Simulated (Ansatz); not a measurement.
# Run report: Ti$_{4}$O$_{3}$, single-point calculation (part 1 of 2)

Ti$_{4}$O$_{3}$ (I4/mmm, 7 atoms in the cell), computed with DFT r2SCAN+U, scalar-relativistic, plane waves, PAW, Ueff = 4 eV on Ti d, spin-polarised (Ansatz 0.2.0).

The structure derives from a Materials Project entry. Figures and captions count atoms from 1; the log counts them from 0 in places.

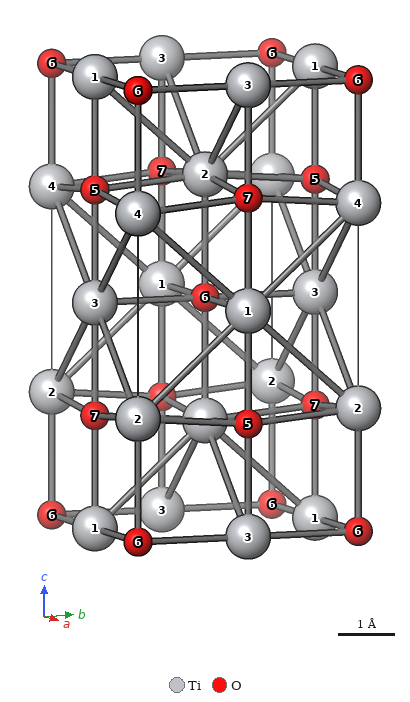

*The structure (ball-and-stick view of the cell 2 times as large as that of the calculation, set on its symmetry axes, seen slightly off an axis; atoms are numbered from 1 in the order of the input). An atom can appear more than once, as a periodic image.*

## Input
```yaml
crystal:
  lattice:
    - [-2.13448648, 2.13448648, 4.10608314]
    - [2.13448648, -2.13448648, 4.10608314]
    - [2.13448648, 2.13448648, -4.10608314]
  atoms:
    - { symbol: Ti, position: [0.0, 0.5, 0.5], spin: 1.0 }
    - { symbol: Ti, position: [0.27258871, 0.27258871, 0.0], spin: 1.0 }
    - { symbol: Ti, position: [0.5, 0.0, 0.5], spin: 1.0 }
    - { symbol: Ti, position: [0.72741129, 0.72741129, 0.0], spin: 1.0 }
    - { symbol: O, position: [0.75, 0.25, 0.5] }
    - { symbol: O, position: [0.0, 0.0, 0.0] }
    - { symbol: O, position: [0.25, 0.75, 0.5] }
basis:
  ecutwfc: 500
kpoints:
  mp_grid: { grid: [6, 6, 6] }
hamiltonian:
  xc: r2scan
  hubbard: { sites: [{ species: Ti, l: d, u_eff: 4.0 }] }
scf:
  occupations: { method: gaussian, width: 0.1 }
  lower_state_search: "off"
output:
  forces: true
  stress: true
  eigenvalues: true
  populations: true
magnetization:
  spin_polarized: true
```

Launch command:
```bash
ansatz run input.yaml --threads 2 --pin off --max-ram 5120MiB --backend cpu --events-out ev --progress --plain --runs-dir out
```

## Output
```
Ti: projections on atomic orbitals take those of the free atom [Ne] 3s2 3p6 3d2 4s2, of charge +0.00 (hamiltonian.pseudopotentials.projection_atoms); the dataset's partial waves leave at most 4.1e-7 of an orbital's norm unspanned inside its sphere
O: projections on atomic orbitals take those of the free atom [He] 2s2 2p4, of charge +0.00 (hamiltonian.pseudopotentials.projection_atoms); the dataset's partial waves leave at most 1.9e-8 of an orbital's norm unspanned inside its sphere
Engine: ansatz 0.2.0, x86_64-unknown-linux-gnu
Pseudopotentials: kind: paw
Pseudopotential: Ti, paw, valence charge 12, recommended cutoff 500 eV (meta_gga), Ti.paw.azcp
Pseudopotential: O, paw, valence charge 6, recommended cutoff 500 eV (meta_gga), O.paw.azcp
Functional definition: r2SCAN
  parameter k0 = 0.174
  parameter k1 = 0.065
  parameter a1 = 4.9479
  exchange = r2scan_x(k0 = k0, k1 = k1, a1 = a1)
  correlation = r2scan_c
Crystal: 7 atoms, lattice volume = 74.830 Å³
Basis set: ecut = 500 eV, 1895 PW (Γ), exchange–correlation on 160×160×160 points (64 copies of the dense FFT grid, shifted against one another)
Bands: 42, of which v1, the nominal top of the filled ones, is band 33 counted from 1 (32 counted from 0)
Symmetry: 16 space group operations
Space group: I4/mmm (ITA 139), of the structure as read, at distance tolerance 4.2e-5 Å
Magnetic group: BNS 139.531 (UNI 1191), of the structure as read, at distance tolerance 4.2e-5 Å
k-points: 30 of 216
Non-local potential: Ti, projectors of the file, l = 0: 3, l = 1: 2, l = 2: 3, l = 3: 1
Non-local potential: O, projectors of the file, l = 0: 2, l = 1: 2, l = 2: 1
PAW form: soft (Blöchl's): semilocal exchange-correlation on the pseudo side does not see the compensation charge
PAW frozen core: Ti, regenerated for the run's functional (the file was generated under x = pbe(κ = 0.804, μ = 0.2195149727645171), c = pbe(β = 0.06672455060314922))
PAW frozen core: O, regenerated for the run's functional (the file was generated under x = pbe(κ = 0.804, μ = 0.2195149727645171), c = pbe(β = 0.06672455060314922))
PAW one-centre angular grid: Ti, 590 points (default); XC on 160 Gauss nodes
PAW one-centre angular grid: O, 302 points (default); XC on 160 Gauss nodes
Initial density: superposition of atomic densities (chi_scale 0.1, normalization cell, long waves kept (reshape's long-wave potential 0.01 eV rms))
Starting moments: Σ|m| = 4 μB on 4 of 7 sites
Initial wavefunctions: pseudopotential atomic-orbital guess
Functional: x = r2scan, c = r2scan; τ floored in thin density (d = 2e-4 eV/Å³)
SCF iter   1: F=-11709.935136 eV  HF=-11715.565472 eV  |F-HF|=5.63e0  |Δ(HF+E_count)|=         —  Δρ=5.83e-2 (↑5.83e-2 ↓5.77e-2)  dr2=1.05e1  dr2_τ=8.02e-2  dr2_m=7.76e-1  M=2.171 μB ∫|m|=2.593 μB  β_m=0.30  ethr=3.10e-3  ⟨swp⟩=5.8  Hψ=9768  notcnv=0
preconditioner: auto → Kerker (q_TF=auto, 2.672 Å⁻¹)  [metal: Δε(μ)=0.024 eV  Ē_g=9.782 eV  σ=0.100 eV  W_gap=0.13  n_scr=22 (ndim 8)  ℏωp=25.0 eV  f_vac=0.000  D(μ)=2.35/eV (n_scr^D=14)]
spin=Collinear: Kerker preconditioning applied to the charge; magnetization (m = ρ↑ − ρ↓) channel mixes plain (no charge-response kernel on spin).
SCF iter   2: F=-11714.853389 eV  HF=-11715.700524 eV  |F-HF|=8.47e-1  |Δ(HF+E_count)|=   1.35e-1  Δρ=3.80e-2 (↑3.80e-2 ↓3.64e-2)  dr2=3.81e0  dr2_τ=3.37e-2  dr2_m=4.49e-1  M=2.171 μB ∫|m|=2.496 μB  β_m=0.30  ethr=3.10e-3  ⟨swp⟩=2.8  Hψ=4534  notcnv=0  defer=169  κ⁻¹=1.0e0(r=1)
SCF iter   3: F=-11715.961325 eV  HF=-11716.131218 eV  |F-HF|=1.70e-1  |Δ(HF+E_count)|=   4.31e-1  Δρ=2.86e-2 (↑2.86e-2 ↓2.49e-2)  dr2=1.82e0  dr2_τ=1.30e-2  dr2_m=2.76e-1  M=2.145 μB ∫|m|=2.398 μB  β_m=0.30  ethr=3.10e-3  ⟨swp⟩=2.1  Hψ=3661  notcnv=0  defer=176  κ⁻¹=4.6e-2(r=2)
SCF iter   4: F=-11716.508709 eV  HF=-11716.251643 eV  |F-HF|=2.57e-1  |Δ(HF+E_count)|=   1.20e-1  Δρ=1.78e-2 (↑1.78e-2 ↓1.77e-2)  dr2=3.01e-1  dr2_τ=8.12e-3  dr2_m=1.60e-1  M=2.176 μB ∫|m|=2.358 μB  β_m=0.30  ethr=2.76e-3  ⟨swp⟩=2.9  Hψ=4372  notcnv=0  defer=177  κ⁻¹=4.8e-3(r=3)
SCF iter   5: F=-11716.658185 eV  HF=-11716.413764 eV  |F-HF|=2.44e-1  |Δ(HF+E_count)|=   1.62e-1  Δρ=1.48e-2 (↑1.48e-2 ↓1.24e-2)  dr2=8.70e-2  dr2_τ=3.83e-3  dr2_m=1.12e-1  M=2.248 μB ∫|m|=2.391 μB  β_m=0.30  ethr=4.57e-4  ⟨swp⟩=2.4  Hψ=4610  notcnv=0  defer=169  κ⁻¹=3.2e-4(r=4)
SCF iter   6: F=-11716.777901 eV  HF=-11716.565406 eV  |F-HF|=2.12e-1  |Δ(HF+E_count)|=   1.52e-1  Δρ=1.24e-2 (↑1.24e-2 ↓1.17e-2)  dr2=3.02e-2  dr2_τ=2.03e-3  dr2_m=9.10e-2  M=2.307 μB ∫|m|=2.442 μB  β_m=0.30  ethr=1.32e-4  ⟨swp⟩=2.2  Hψ=3571  notcnv=0  defer=169  κ⁻¹=3.1e-4(r=5)
SCF iter   7: F=-11716.864451 eV  HF=-11716.698153 eV  |F-HF|=1.66e-1  |Δ(HF+E_count)|=   1.33e-1  Δρ=1.29e-2 (↑9.19e-3 ↓1.29e-2)  dr2=1.82e-2  dr2_τ=1.74e-3  dr2_m=8.12e-2  M=2.347 μB ∫|m|=2.517 μB  β_m=0.30  ethr=4.57e-5  ⟨swp⟩=2.7  Hψ=4926  notcnv=0  defer=169  κ⁻¹=1.6e-4(r=6)
SCF iter   8: F=-11716.995178 eV  HF=-11716.817168 eV  |F-HF|=1.78e-1  |Δ(HF+E_count)|=   1.19e-1  Δρ=1.70e-2 (↑1.70e-2 ↓9.69e-3)  dr2=8.23e-2  dr2_τ=3.32e-3  dr2_m=1.19e-1  M=2.536 μB ∫|m|=2.794 μB  β_m=0.30  ethr=2.76e-5  ⟨swp⟩=2.7  Hψ=5059  notcnv=0  defer=175  κ⁻¹=4.5e-5(r=7)
SCF iter   9: F=-11717.089943 eV  HF=-11716.965893 eV  |F-HF|=1.24e-1  |Δ(HF+E_count)|=   1.49e-1  Δρ=2.04e-2 (↑2.04e-2 ↓9.35e-3)  dr2=1.76e-1  dr2_τ=2.97e-3  dr2_m=1.47e-1  M=2.645 μB ∫|m|=3.028 μB  β_m=0.30  ethr=2.76e-5  ⟨swp⟩=2.4  Hψ=3955  notcnv=0  defer=169  κ⁻¹=1.6e-5(r=8)
SCF iter  10: F=-11717.167663 eV  HF=-11717.124214 eV  |F-HF|=4.34e-2  |Δ(HF+E_count)|=   1.58e-1  Δρ=2.28e-2 (↑2.28e-2 ↓9.01e-3)  dr2=2.77e-1  dr2_τ=3.31e-3  dr2_m=1.67e-1  M=2.722 μB ∫|m|=3.264 μB  β_m=0.30  ethr=2.76e-5  ⟨swp⟩=2.4  Hψ=4189  notcnv=0  defer=167  κ⁻¹=7.2e-6(r=8)
SCF iter  11: F=-11717.052568 eV  HF=-11717.313382 eV  |F-HF|=2.61e-1  |Δ(HF+E_count)|=   1.89e-1  Δρ=2.81e-2 (↑2.81e-2 ↓7.89e-3)  dr2=6.51e-1  dr2_τ=5.08e-3  dr2_m=2.01e-1  M=2.852 μB ∫|m|=3.586 μB  β_m=0.30  ethr=2.76e-5  ⟨swp⟩=2.4  Hψ=4244  notcnv=0  defer=161  κ⁻¹=8.9e-6(r=8)
SCF iter  12: F=-11716.597508 eV  HF=-11717.550958 eV  |F-HF|=9.53e-1  |Δ(HF+E_count)|=   2.38e-1  Δρ=3.55e-2 (↑3.55e-2 ↓7.00e-3)  dr2=1.46e0  dr2_τ=7.83e-3  dr2_m=2.45e-1  M=3.016 μB ∫|m|=3.961 μB  β_m=0.30  ethr=2.76e-5  ⟨swp⟩=2.5  Hψ=4856  notcnv=0  defer=167  κ⁻¹=4.0e-6(r=8)
SCF iter  13: F=-11716.193336 eV  HF=-11717.769586 eV  |F-HF|=1.58e0  |Δ(HF+E_count)|=   2.19e-1  Δρ=3.95e-2 (↑3.95e-2 ↓7.65e-3)  dr2=2.15e0  dr2_τ=8.26e-3  dr2_m=2.60e-1  M=3.139 μB ∫|m|=4.310 μB  β_m=0.30  ethr=2.76e-5  ⟨swp⟩=2.3  Hψ=3984  notcnv=0  defer=165  κ⁻¹=1.7e-5(r=8)
SCF iter  14: F=-11716.118943 eV  HF=-11717.919327 eV  |F-HF|=1.80e0  |Δ(HF+E_count)|=   1.50e-1  Δρ=3.94e-2 (↑3.94e-2 ↓8.15e-3)  dr2=2.35e0  dr2_τ=7.13e-3  dr2_m=2.36e-1  M=3.205 μB ∫|m|=4.593 μB  β_m=1.00  ethr=2.76e-5  ⟨swp⟩=2.4  Hψ=4287  notcnv=0  defer=180  κ⁻¹=5.7e-6(r=8)
SCF iter  15: F=-11716.377846 eV  HF=-11718.027158 eV  |F-HF|=1.65e0  |Δ(HF+E_count)|=   1.08e-1  Δρ=2.74e-2 (↑2.74e-2 ↓1.41e-2)  dr2=2.14e0  dr2_τ=4.43e-3  dr2_m=3.93e-2  M=3.268 μB ∫|m|=4.993 μB  β_m=1.20  ethr=2.76e-5  ⟨swp⟩=2.6  Hψ=5305  notcnv=0  defer=178
Mixer restart at iter 15: flushing history
spin-set hold released at iteration 15 (site moments' squared step at or under half its running peak, from the soft ceiling on): the magnetisation degrees of freedom join the quasi-Newton model from the next iteration; the mixer history was flushed
SCF iter  16: F=-11717.776341 eV  HF=-11717.852926 eV  |F-HF|=7.66e-2  |Δ(HF+E_count)|=   1.74e-1  Δρ=1.27e-2 (↑7.15e-3 ↓1.27e-2)  dr2=4.18e-1  dr2_τ=3.65e-3  dr2_m=1.92e-2  M=3.071 μB ∫|m|=5.107 μB  β_m=1.20  ethr=2.76e-5  ⟨swp⟩=3.1  Hψ=5857  notcnv=0  defer=172  κ⁻¹=1.0e0(r=1)
SCF iter  17: F=-11718.183006 eV  HF=-11718.022729 eV  |F-HF|=1.60e-1  |Δ(HF+E_count)|=   1.70e-1  Δρ=9.62e-3 (↑5.35e-3 ↓9.62e-3)  dr2=1.06e-1  dr2_τ=2.13e-3  dr2_m=1.05e-2  M=2.657 μB ∫|m|=5.161 μB  β_m=1.20  ethr=2.76e-5  ⟨swp⟩=3.0  Hψ=5331  notcnv=0  defer=180  κ⁻¹=5.0e-2(r=2)
SCF iter  18: F=-11718.287302 eV  HF=-11718.112313 eV  |F-HF|=1.75e-1  |Δ(HF+E_count)|=   8.96e-2  Δρ=8.24e-3 (↑4.93e-3 ↓8.24e-3)  dr2=7.89e-2  dr2_τ=1.17e-3  dr2_m=7.76e-3  M=2.486 μB ∫|m|=5.234 μB  β_m=1.20  ethr=2.76e-5  ⟨swp⟩=2.1  Hψ=5314  notcnv=0  defer=169  κ⁻¹=5.1e-3(r=3)
SCF iter  19: F=-11718.417962 eV  HF=-11718.253135 eV  |F-HF|=1.65e-1  |Δ(HF+E_count)|=   1.41e-1  Δρ=6.87e-3 (↑4.94e-3 ↓6.87e-3)  dr2=5.95e-2  dr2_τ=7.86e-4  dr2_m=5.75e-3  M=2.255 μB ∫|m|=5.352 μB  β_m=1.20  ethr=2.76e-5  ⟨swp⟩=2.2  Hψ=5076  notcnv=0  defer=158  κ⁻¹=1.2e-3(r=4)
SCF iter  20: F=-11718.733845 eV  HF=-11718.525724 eV  |F-HF|=2.08e-1  |Δ(HF+E_count)|=   2.73e-1  Δρ=1.10e-2 (↑6.13e-3 ↓1.10e-2)  dr2=7.61e-2  dr2_τ=2.41e-3  dr2_m=3.20e-2  M=1.684 μB ∫|m|=5.648 μB  β_m=1.20  ethr=2.76e-5  ⟨swp⟩=2.6  Hψ=5384  notcnv=0  defer=158  κ⁻¹=8.9e-4(r=5)
SCF iter  21: F=-11718.515333 eV  HF=-11718.423249 eV  |F-HF|=9.21e-2  |Δ(HF+E_count)|=   1.02e-1  Δρ=1.19e-2 (↑5.46e-3 ↓1.19e-2)  dr2=9.87e-2  dr2_τ=2.17e-3  dr2_m=3.21e-2  M=2.084 μB ∫|m|=5.507 μB  β_m=1.20  ethr=2.76e-5  ⟨swp⟩=2.2  Hψ=5096  notcnv=0  defer=159  κ⁻¹=8.2e-4(r=6)
SCF iter  22: F=-11718.513671 eV  HF=-11718.491231 eV  |F-HF|=2.24e-2  |Δ(HF+E_count)|=   6.80e-2  Δρ=1.04e-2 (↑4.78e-3 ↓1.04e-2)  dr2=9.46e-2  dr2_τ=1.65e-3  dr2_m=2.07e-2  M=2.302 μB ∫|m|=5.625 μB  β_m=1.20  ethr=2.76e-5  ⟨swp⟩=2.1  Hψ=5072  notcnv=0  defer=159  κ⁻¹=3.3e-4(r=7)
SCF iter  23: F=-11718.540121 eV  HF=-11718.525237 eV  |F-HF|=1.49e-2  |Δ(HF+E_count)|=   3.40e-2  Δρ=7.66e-3 (↑3.69e-3 ↓7.66e-3)  dr2=5.66e-2  dr2_τ=7.98e-4  dr2_m=9.57e-3  M=2.425 μB ∫|m|=5.686 μB  β_m=1.20  ethr=2.76e-5  ⟨swp⟩=2.1  Hψ=4917  notcnv=0  defer=164  κ⁻¹=2.5e-4(r=8)
SCF iter  24: F=-11718.561689 eV  HF=-11718.554375 eV  |F-HF|=7.31e-3  |Δ(HF+E_count)|=   2.91e-2  Δρ=3.32e-3 (↑2.27e-3 ↓3.32e-3)  dr2=9.58e-3  dr2_τ=2.20e-4  dr2_m=2.96e-3  M=2.672 μB ∫|m|=5.796 μB  β_m=1.20  ethr=2.76e-5  ⟨swp⟩=2.5  Hψ=4978  notcnv=0  defer=166  κ⁻¹=5.3e-4(r=8)
SCF iter  25: F=-11718.551316 eV  HF=-11718.529589 eV  |F-HF|=2.17e-2  |Δ(HF+E_count)|=   2.48e-2  Δρ=4.16e-3 (↑2.45e-3 ↓4.16e-3)  dr2=5.51e-3  dr2_τ=3.65e-4  dr2_m=5.93e-3  M=2.813 μB ∫|m|=5.814 μB  β_m=1.20  ethr=1.45e-5  ⟨swp⟩=2.2  Hψ=5016  notcnv=0  defer=155  κ⁻¹=3.8e-3(r=8)
SCF iter  26: F=-11718.537364 eV  HF=-11718.499993 eV  |F-HF|=3.74e-2  |Δ(HF+E_count)|=   2.96e-2  Δρ=5.71e-3 (↑3.47e-3 ↓5.71e-3)  dr2=7.95e-3  dr2_τ=7.16e-4  dr2_m=1.26e-2  M=2.862 μB ∫|m|=5.808 μB  β_m=1.20  ethr=8.35e-6  ⟨swp⟩=2.0  Hψ=4799  notcnv=0  defer=154  κ⁻¹=2.2e-3(r=8)
SCF iter  27: F=-11718.562512 eV  HF=-11718.551423 eV  |F-HF|=1.11e-2  |Δ(HF+E_count)|=   5.14e-2  Δρ=2.67e-3 (↑1.90e-3 ↓2.67e-3)  dr2=2.83e-3  dr2_τ=1.58e-4  dr2_m=2.53e-3  M=2.757 μB ∫|m|=5.820 μB  β_m=1.20  ethr=8.35e-6  ⟨swp⟩=2.6  Hψ=4821  notcnv=0  defer=154  κ⁻¹=1.1e-3(r=8)
SCF iter  28: F=-11718.589366 eV  HF=-11718.585563 eV  |F-HF|=3.80e-3  |Δ(HF+E_count)|=   3.41e-2  Δρ=2.26e-3 (↑2.26e-3 ↓2.26e-3)  dr2=2.91e-3  dr2_τ=1.92e-4  dr2_m=2.99e-3  M=2.412 μB ∫|m|=5.760 μB  β_m=1.20  ethr=4.29e-6  ⟨swp⟩=2.8  Hψ=5475  notcnv=0  defer=166  κ⁻¹=5.3e-4(r=8)
SCF iter  29: F=-11718.592513 eV  HF=-11718.587526 eV  |F-HF|=4.99e-3  |Δ(HF+E_count)|=   1.96e-3  Δρ=2.18e-3 (↑2.18e-3 ↓2.14e-3)  dr2=2.19e-3  dr2_τ=1.66e-4  dr2_m=2.83e-3  M=2.381 μB ∫|m|=5.764 μB  β_m=1.20  ethr=4.29e-6  ⟨swp⟩=1.8  Hψ=2809  notcnv=0  defer=161  κ⁻¹=3.7e-4(r=8)
SCF iter  30: F=-11718.619227 eV  HF=-11718.604841 eV  |F-HF|=1.44e-2  |Δ(HF+E_count)|=   1.73e-2  Δρ=3.22e-3 (↑3.16e-3 ↓3.22e-3)  dr2=2.80e-3  dr2_τ=3.48e-4  dr2_m=6.58e-3  M=2.184 μB ∫|m|=5.769 μB  β_m=1.20  ethr=3.32e-6  ⟨swp⟩=2.3  Hψ=4535  notcnv=0  defer=161  κ⁻¹=3.1e-4(r=8)
SCF iter  31: F=-11718.587281 eV  HF=-11718.583966 eV  |F-HF|=3.32e-3  |Δ(HF+E_count)|=   2.09e-2  Δρ=1.59e-3 (↑1.59e-3 ↓1.58e-3)  dr2=1.02e-3  dr2_τ=8.15e-5  dr2_m=1.57e-3  M=2.437 μB ∫|m|=5.773 μB  β_m=1.20  ethr=3.32e-6  ⟨swp⟩=2.5  Hψ=4742  notcnv=0  defer=161  κ⁻¹=2.1e-4(r=8)
SCF iter  32: F=-11718.581013 eV  HF=-11718.578684 eV  |F-HF|=2.33e-3  |Δ(HF+E_count)|=   5.28e-3  Δρ=1.15e-3 (↑9.17e-4 ↓1.15e-3)  dr2=2.09e-4  dr2_τ=3.36e-5  dr2_m=6.81e-4  M=2.536 μB ∫|m|=5.781 μB  β_m=1.20  ethr=1.55e-6  ⟨swp⟩=2.2  Hψ=4716  notcnv=0  defer=161  κ⁻¹=8.1e-4(r=8)
SCF iter  33: F=-11718.587940 eV  HF=-11718.584834 eV  |F-HF|=3.11e-3  |Δ(HF+E_count)|=   6.15e-3  Δρ=1.50e-3 (↑1.33e-3 ↓1.50e-3)  dr2=4.20e-4  dr2_τ=6.90e-5  dr2_m=1.31e-3  M=2.452 μB ∫|m|=5.764 μB  β_m=1.20  ethr=3.17e-7  ⟨swp⟩=2.6  Hψ=4795  notcnv=0  defer=161  κ⁻¹=4.5e-4(r=8)
SCF iter  34: F=-11718.584982 eV  HF=-11718.582666 eV  |F-HF|=2.32e-3  |Δ(HF+E_count)|=   2.17e-3  Δρ=1.26e-3 (↑1.10e-3 ↓1.26e-3)  dr2=2.33e-4  dr2_τ=4.73e-5  dr2_m=9.18e-4  M=2.497 μB ∫|m|=5.765 μB  β_m=1.20  ethr=3.17e-7  ⟨swp⟩=2.2  Hψ=4474  notcnv=0  defer=161  κ⁻¹=1.7e-4(r=8)
SCF iter  35: F=-11718.580503 eV  HF=-11718.578973 eV  |F-HF|=1.53e-3  |Δ(HF+E_count)|=   3.69e-3  Δρ=9.49e-4 (↑8.49e-4 ↓9.49e-4)  dr2=5.84e-5  dr2_τ=2.82e-5  dr2_m=5.42e-4  M=2.587 μB ∫|m|=5.768 μB  β_m=1.20  ethr=3.17e-7  ⟨swp⟩=2.5  Hψ=4600  notcnv=0  defer=161  κ⁻¹=8.1e-5(r=8)
SCF iter  36: F=-11718.580659 eV  HF=-11718.579080 eV  |F-HF|=1.58e-3  |Δ(HF+E_count)|=   1.07e-4  Δρ=9.52e-4 (↑8.56e-4 ↓9.52e-4)  dr2=4.97e-5  dr2_τ=2.83e-5  dr2_m=5.49e-4  M=2.583 μB ∫|m|=5.768 μB  β_m=1.20  ethr=8.85e-8  ⟨swp⟩=1.6  Hψ=2569  notcnv=0  defer=161  κ⁻¹=5.9e-5(r=8)
SCF iter  37: F=-11718.579644 eV  HF=-11718.578140 eV  |F-HF|=1.50e-3  |Δ(HF+E_count)|=   9.40e-4  Δρ=9.07e-4 (↑8.24e-4 ↓9.07e-4)  dr2=4.26e-5  dr2_τ=2.55e-5  dr2_m=5.01e-4  M=2.603 μB ∫|m|=5.771 μB  β_m=1.20  ethr=7.53e-8  ⟨swp⟩=2.3  Hψ=4276  notcnv=0  defer=161  κ⁻¹=5.2e-5(r=8)
SCF iter  38: F=-11718.580693 eV  HF=-11718.579124 eV  |F-HF|=1.57e-3  |Δ(HF+E_count)|=   9.84e-4  Δρ=9.31e-4 (↑8.81e-4 ↓9.31e-4)  dr2=3.95e-5  dr2_τ=2.86e-5  dr2_m=5.52e-4  M=2.584 μB ∫|m|=5.767 μB  β_m=1.20  ethr=6.46e-8  ⟨swp⟩=2.3  Hψ=4285  notcnv=0  defer=161  κ⁻¹=1.8e-5(r=8)
SCF iter  39: F=-11718.580202 eV  HF=-11718.578708 eV  |F-HF|=1.49e-3  |Δ(HF+E_count)|=   4.16e-4  Δρ=9.07e-4 (↑8.64e-4 ↓9.07e-4)  dr2=3.95e-5  dr2_τ=2.73e-5  dr2_m=5.27e-4  M=2.594 μB ∫|m|=5.767 μB  β_m=1.20  ethr=5.99e-8  ⟨swp⟩=2.2  Hψ=3773  notcnv=0  defer=161  κ⁻¹=6.6e-5(r=8)
SCF iter  40: F=-11718.578364 eV  HF=-11718.577245 eV  |F-HF|=1.12e-3  |Δ(HF+E_count)|=   1.46e-3  Δρ=8.03e-4 (↑7.78e-4 ↓8.03e-4)  dr2=3.94e-5  dr2_τ=2.22e-5  dr2_m=4.17e-4  M=2.642 μB ∫|m|=5.766 μB  β_m=1.20  ethr=5.98e-8  ⟨swp⟩=2.9  Hψ=4772  notcnv=0  defer=161  κ⁻¹=1.4e-4(r=8)
SCF iter  41: F=-11718.573791 eV  HF=-11718.573187 eV  |F-HF|=6.04e-4  |Δ(HF+E_count)|=   4.06e-3  Δρ=6.66e-4 (↑4.94e-4 ↓6.66e-4)  dr2=8.58e-5  dr2_τ=1.18e-5  dr2_m=2.15e-4  M=2.779 μB ∫|m|=5.775 μB  β_m=1.20  ethr=5.97e-8  ⟨swp⟩=3.4  Hψ=5300  notcnv=0  defer=160  κ⁻¹=3.4e-4(r=8)
SCF iter  42: F=-11718.575000 eV  HF=-11718.574404 eV  |F-HF|=5.96e-4  |Δ(HF+E_count)|=   1.22e-3  Δρ=6.37e-4 (↑5.19e-4 ↓6.37e-4)  dr2=6.17e-5  dr2_τ=1.19e-5  dr2_m=2.14e-4  M=2.741 μB ∫|m|=5.772 μB  β_m=1.20  ethr=5.97e-8  ⟨swp⟩=2.5  Hψ=4717  notcnv=0  defer=156  κ⁻¹=3.7e-4(r=8)
```
